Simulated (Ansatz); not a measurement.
System: Ni.

Input file:

```
crystal:
  lattice:
    - [2.1914688564, 0.0, 0.0]
    - [0.0, 2.1914688564, 0.0]
    - [0.0, 0.0, 2.1914688564]
  atoms:
    - { symbol: Ni, position: [0.0, 0.0, 0.0] }
hamiltonian:
  xc: pbesol
  pseudopotentials:
    kind: paw
    azcp:
      Ni: "pseudopotentials/Ni.paw.azcp"
basis:
  ecutwfc: 420
  fft_grid_basis: typed
kpoints:
  mp_grid: { grid: [15, 15, 15], shift: [0, 0, 0] }
magnetization:
  spin_polarized: false
scf:
  occupations: { method: fermi_dirac, width: 0.1 }
  lower_state_search: "off"
output:
  stress: true
  write_density: true
  write_potential: true
  elf: true
  volumetric_format: npy
```

Below, planes, directions and counts refer to the conventional cell (a = 2.19 Å, b = 2.19 Å, c = 2.19 Å, α = 90.00°, β = 90.00°, γ = 90.00°).

Space group Pm-3m; set up as Ni, simple cubic; a generated structure, not necessarily the stable one; changed on purpose from its base cell (volume × 0.88); computed pressure about 29 GPa in this cell; computed without spin polarisation.

Theory: DFT, PBEsol, plane waves (420 eV) with PAW, scalar-relativistic (Ansatz).

**Predict the valence pseudo-density and electron localisation function between the atoms.**

Ni–Ni (2.19 Å): ρ at the midpoint is about 0.52 e/Å³; the ELF is about 0.20 at the midpoint; no shared electron pair shows on this line.

**Does the calculation make it a metal, or give it a gap?**

It is gapless in this calculation (a metal or semimetal).

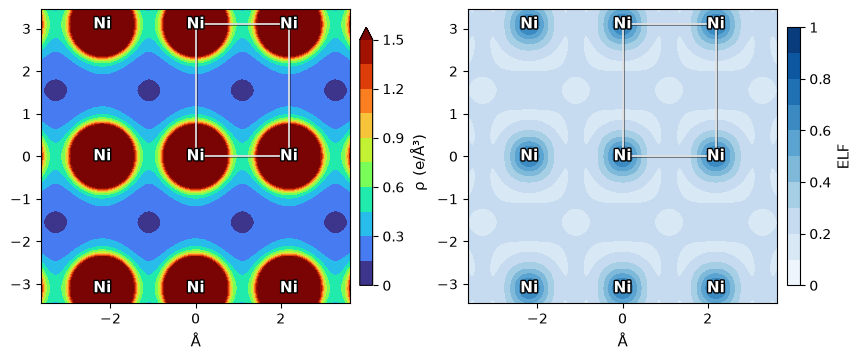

Computed valence pseudo-density and electron localisation function on the (011) plane of the conventional cell, in this order. 

In a PAW calculation such maps are meaningful between the atoms, not at the nuclei.
